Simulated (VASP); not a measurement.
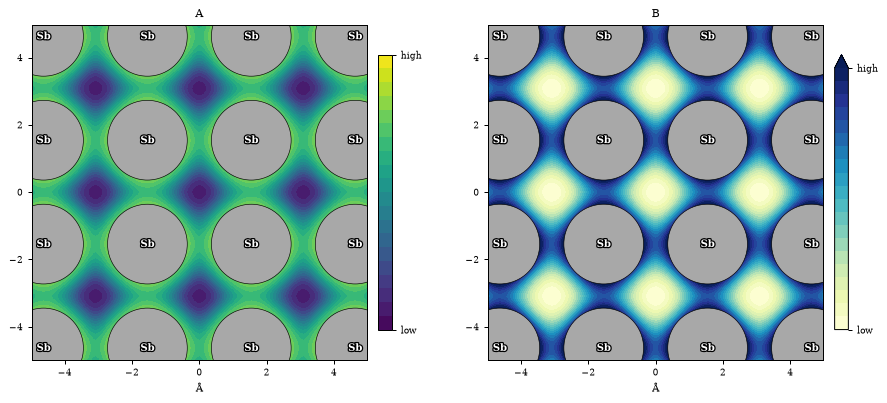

Sb: 2 fields on the (100) plane of the conventional cell, with unlabelled colour scales. Grey discs cover the atomic cores.

Space group Pm-3m.

Level of theory: Kohn-Sham DFT of a periodic cell, r2SCAN, VASP PAW PBE potentials, recommended (VASP).

Question: Which field does each panel show? The fields are: electron localisation function and valence pseudo-density.

Answer: Panel A: electron localisation function. Panel B: valence pseudo-density. From the grid: Sb–Sb (3.09 Å): the density is about 0.26 e/Å³ at the midpoint; the ELF peaks at about 0.85 between the atoms.
